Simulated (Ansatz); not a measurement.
Input

```
crystal:
  lattice:
    - [0.0, 2.3492283799, 2.3492283799]
    - [2.3492283799, 0.0, 2.3492283799]
    - [2.3492283799, 2.3492283799, 0.0]
  atoms:
    - { symbol: Fe, position: [0.125, 0.125, 0.125], spin: 2.5 }
    - { symbol: Fe, position: [0.875, 0.875, 0.875], spin: 2.5 }
hamiltonian:
  xc: revpbe
  pseudopotentials:
    kind: paw
    azcp:
      Fe: "pseudopotentials/Fe.paw.azcp"
basis:
  ecutwfc: 420
  fft_grid_basis: typed
kpoints:
  mp_grid: { grid: [13, 13, 13], shift: [0, 0, 0] }
magnetization:
  spin_polarized: true
scf:
  occupations: { method: fermi_dirac, width: 0.05 }
  lower_state_search: "off"
output:
  stress: true
  write_density: true
  write_potential: true
  elf: true
  volumetric_format: npy
```

Below, planes, directions and counts refer to the conventional cell (a = 4.70 Å, b = 4.70 Å, c = 4.70 Å, α = 90.00°, β = 90.00°, γ = 90.00°).

Space group Fd-3m; set up as Fe, diamond; a generated structure, not necessarily the stable one; changed on purpose from its base cell (volume × 0.88); computed pressure about 25 GPa in this cell; the program warned that a starting moment wasn't kept; spin-polarised, but the moments vanished.

Level of theory: DFT, revPBE, plane waves (420 eV) with PAW, scalar-relativistic in Ansatz 0.2.0.

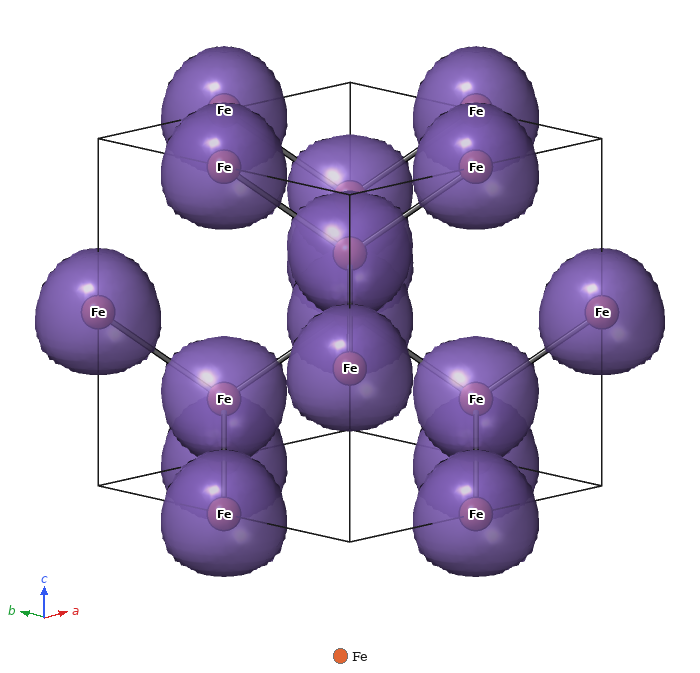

Fe. Isosurface of the valence charge density (pseudo) at 1 e/Å³ (purple), seen at an oblique angle. Sticks mark near contacts.

Core electrons are frozen (PAW), and the valence fields are smoothed inside the atomic spheres.

> What does this surface tell about the bonding?

At this value the density breaks into separate islands; it holds about 80 % of the electrons treated as valence (semicore included). It bridges none of the near contacts. It is pinched off along the shortest Fe–Fe (2.03 Å) contacts. On the grid the lowest density along these lines, outside the cores, is 0.85 e/Å³ (Fe–Fe, 2.03 Å).
